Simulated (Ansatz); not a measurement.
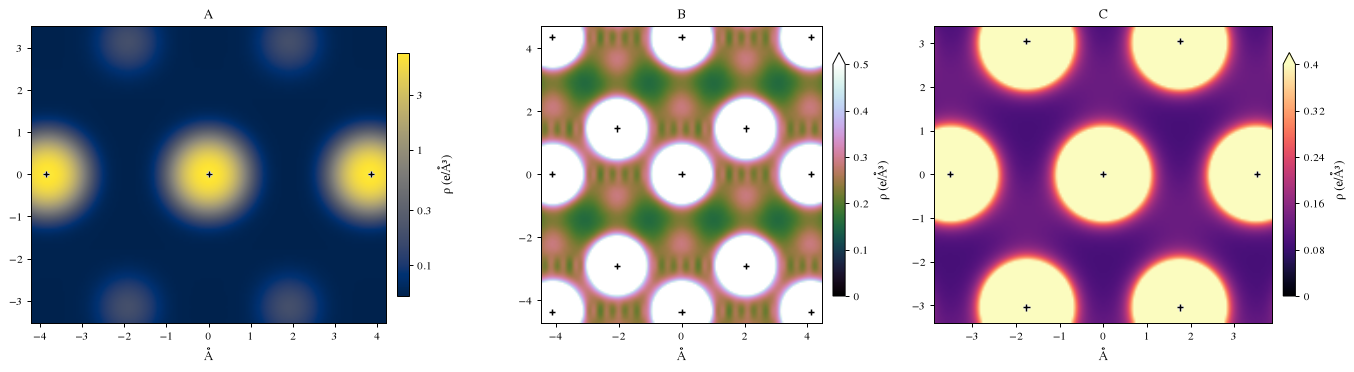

The valence pseudo-density of 3 systems, each on a plane through atoms (crosses mark nuclei in the plane).

The calculation used DFT PBEsol, scalar-relativistic, plane waves, PAW in Ansatz 0.2.0.

System 1: Cu, the (110) plane of the conventional cell. Space group P6₃/mmc; computed without spin polarisation.

```
Cu
1.0
     2.52059    0.00000    0.00000
    -1.26030    2.18290    0.00000
     0.00000    0.00000    4.11705
Cu
2
Cartesian
  0.0000 1.4553 1.0293
  1.2603 0.7276 3.0878
```

System 2: Ca, the (010) plane of the conventional cell. Space group P6₃/mmc.

```cif
data_structure
_symmetry_space_group_name_H-M 'P 1'
_symmetry_Int_Tables_number 1
_cell_length_a 3.8513
_cell_length_b 3.8513
_cell_length_c 6.3413
_cell_angle_alpha 90.000
_cell_angle_beta 90.000
_cell_angle_gamma 120.000
_cell_volume 81.46
loop_
_atom_site_label
_atom_site_type_symbol
_atom_site_fract_x
_atom_site_fract_y
_atom_site_fract_z
_atom_site_occupancy
Ca1 Ca 0.33333 0.66667 0.25000 1
Ca2 Ca 0.66667 0.33333 0.75000 1
```

System 3: Y, the (001) plane of the conventional cell. Space group P6₃/mmc; computed pressure about 3 GPa in this cell.

```
CELL_PARAMETERS angstrom
3.52025 0.00000 0.00000
-1.76013 3.04863 0.00000
0.00000 0.00000 5.47054
ATOMIC_POSITIONS crystal
Y 0.33333 0.66667 0.25000
Y 0.66667 0.33333 0.75000
```

> Match each panel to its system.

Panel A is system 2, Ca: the plane holds Ca. Ca–Ca (3.85 Å): ρ at the midpoint is about 0.05 e/Å³. Panel B is system 1, Cu: the plane holds Cu. Cu–Cu (2.52 Å): ρ is about 0.29 e/Å³ halfway. Panel C is system 3, Y: the plane holds Y. Y–Y (3.52 Å): the density is about 0.11 e/Å³ at the midpoint.
